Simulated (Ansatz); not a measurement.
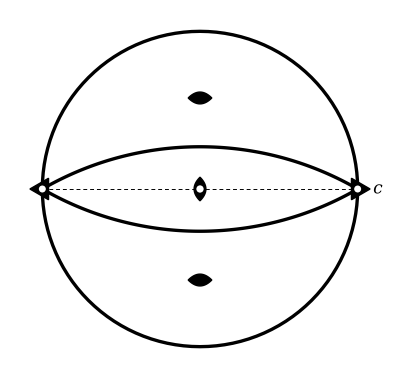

Stereographic projection: heavy lines are mirror planes (a heavy rim: a mirror in the plane of the page); lens, triangle, square and hexagon are 2-, 3-, 4- and 6-fold axes, a lens in an open square is −4, a triangle in an open hexagon −6; thin dashed diameters join the ends of axes that lie in the page; a small open circle marks inversion. The a axis points at the viewer. Computed from the symmetry operations of a computed or model structure of composition SnSe2.

### Name the crystal class.

-3m (D3d), order 12, trigonal system: one threefold axis, three twofold axes, three mirror planes, an inversion centre.

### Which physical properties does it allow?

It is centrosymmetric, so neither piezoelectric nor pyroelectric; it is not chiral.
